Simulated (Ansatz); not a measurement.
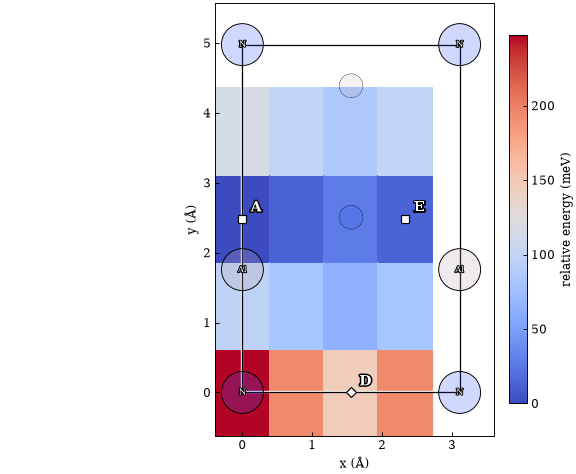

N₂ on an AlN(100) slab cut from the P6_3mc phase, its upper half relaxed before the scan (16 atoms of substrate and one adsorbate in a 2 × 1 cell). 
- N2 is moved over the surface cell at a fixed height above a rigid substrate; the origin of the map has the adsorbate above N15; the height is held at 2.90 Å.
- Places are given modulo a cell vector. The map is drawn in real space over the plane of the surface.
- The grid has 4 × 4 points; 12 points were computed and 4 follow by symmetry.
- Places are given in fractions of the 1 × 1 surface cell.
- All energies are given in meV relative to the lowest grid point.
- At a fixed height the lowest place need not be the adsorption site.
- Level of theory: DFT PBE+D3(BJ), scalar-relativistic, plane waves, PAW (Ansatz). Settings: cutoff 420 eV, k-mesh 5×6×1, gaussian smearing 0.05 eV, no spin polarisation.

The picture shows one coloured cell a grid point, labelled circles for the atoms of the top layer and small ones for the second layer, the outline of one cell of the plane, lettered points.

Q: Is A the lowest point of the computed grid?

A: Yes. A, at (0/4, 2/4) of the cell vectors, has the lowest energy of the grid.

Q: Rank the lettered points by energy, lowest first.

A: A (0 meV), E (14 meV), D (145 meV).

PAW datasets: the set soft_1.
